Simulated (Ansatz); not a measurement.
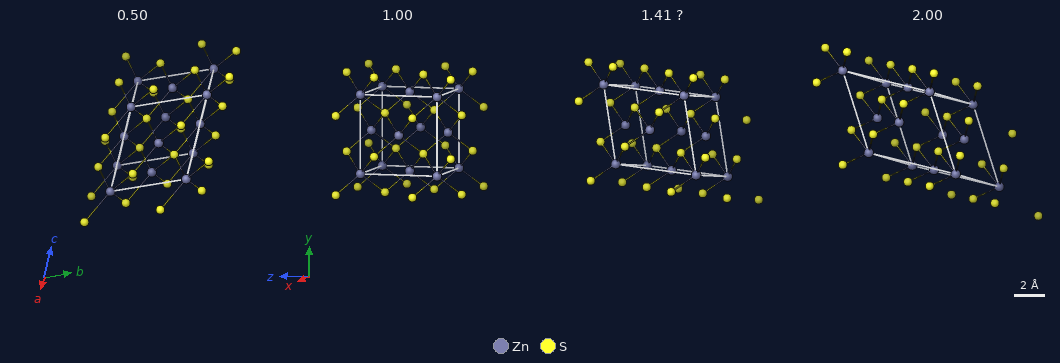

Crystalline ZnS (F-43m): the ratio of the cell's length along [111] to its lengths across, counted as 1 for the reference, is changed at fixed volume (a trigonal path), with the atoms kept at their fractional coordinates. x, y and z are the Cartesian axes of the input. A ball-and-stick model of the conventional cell (4 times the calculation's cell), seen slightly off an axis. Lengths and directions refer to the drawn axes.

All numbers below come from Ansatz 0.2.0, DFT LDA, scalar-relativistic, plane waves, PAW. Set-up: plane-wave cutoff 420 eV; k-point mesh 10 × 10 × 10; occupations gaussian; smearing width 0.05 eV; no spin polarisation. Energies (free energies at the smearing named) are counted from the cell as listed in its source, which wasn't relaxed.

| axial ratio over its reference value | energy change (meV/atom) |
| --- | --- |
| 0.50 | 5266 |
| 0.60 | 2337 |
| 0.71 | 877 |
| 0.85 | 164 |
| 0.93 | 30 |
| 1.00 | 0 |
| 1.08 | 29 |
| 1.20 | 150 |
| 1.41 | ? |
| 1.70 | 939 |
| 2.00 | 1314 |

**Fill in the missing row.**

A straight line between the two neighbours gives 481 meV/atom. A cubic through the four nearest rows (1.08, 1.20, 1.70, 2.00) gives, with Lagrange weights, (−0.5249)(29) + (1.1763)(150) + (0.4396)(939) + (−0.0910)(1314) = 454 meV/atom. The calculation gives 470 meV/atom, so the cubic is 16 meV/atom too low and the straight line 11 meV/atom too high, as the curve bends upwards here.

The whole profile:

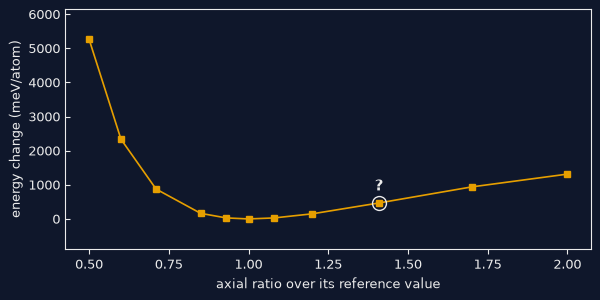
